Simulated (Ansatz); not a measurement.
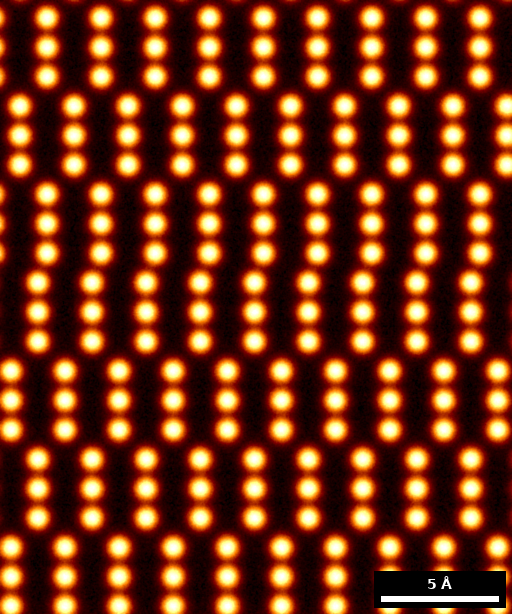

HAADF-like image of Re (P6/mmm, No. 191) along [101]. The image is simulated as a sum over atoms of Z^1.6, blurred by a 0.66 Å probe (no channelling). The probe carries 15 % of its weight in a tail 2.5 times as wide. The display is stretched by a gamma of 0.65; percentages refer to the linear signal. Shot noise was added.

One planar defect was built into the perfect crystal by geometry alone, without relaxation. Host structure: the end point of a relaxation with Ansatz 0.2.0, DFT PBE, scalar-relativistic, plane waves, PAW; the starting structure was generated, so it need not be a known form of this composition.

Question: Where does the periodic pattern break, and how?

Answer: A planar fault (a stacking fault) runs horizontally about 12 Å below the top edge. The part above it is shifted along the boundary by 2/3 of the 2.33 Å repeat of the rows (1.6 Å to the right, the same as 0.8 Å to the left); both parts keep the same orientation.
